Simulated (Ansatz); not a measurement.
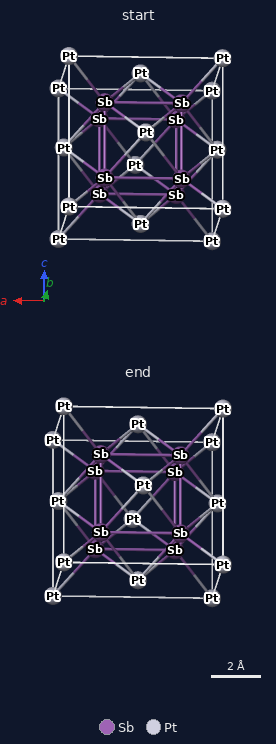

The structure of solid Sb₂Pt (a generated structure, set up in Fm-3m) (coarse preliminary run) before (top) and after (bottom) a relaxation, at one scale.

A ball-and-stick model of the conventional cell (4 times the calculation's cell), seen from a free direction. Lengths and directions refer to the drawn axes.

Case: In → Sb on all its sites, cell and atoms relaxed.

Level of theory: DFT PBE, scalar-relativistic, plane waves, PAW (Ansatz 0.2.0).

Input
```yaml
crystal:
  lattice:
    - [0.0, 3.2069532881, 3.2069532881]
    - [3.2069532881, 0.0, 3.2069532881]
    - [3.2069532881, 3.2069532881, 0.0]
  atoms:
    - { symbol: Sb, position: [0.25, 0.25, 0.25] }
    - { symbol: Sb, position: [0.75, 0.75, 0.75] }
    - { symbol: Pt, position: [0.0, 0.0, 0.0] }
basis:
  ecutwfc: 420
kpoints:
  mp_grid: { grid: [6, 6, 6] }
hamiltonian:
  xc: pbe
scf:
  occupations: { method: gaussian, width: 0.1 }
output:
  forces: true
  stress: true
  eigenvalues: true
relax:
  adjacent_minimum: "off"
  f_tol: 0.05
  max_steps: 60
  cell: { stress_tol: 0.5 }
```

### Summarise the run.

Over 3 accepted moves (4 points after the start) the energy falls by 0.276 eV per cell of the calculation. All forces vanish by symmetry, so only the cell relaxes. Pressure: 13.23 GPa at the start and 0.02 GPa at the end. The SCF was repeated once at an unchanged geometry on a basis and grid sized afresh for the cell, which shifted the energy by 2.1 meV per cell of the calculation at most. No atom moves by more than 0.005 Å relative to the cell. Cell: a = b = c 6.414 → 6.646 Å (+3.6 %). Volume +11.3 %. Near-neighbour distances that change, for instance: Sb1–Sb2 3.207 → 3.323 Å, Sb1–Pt3 2.777 → 2.878 Å. The space group stays Fm-3m (No. 225). The run took roughly 7 core-seconds on a shared host.
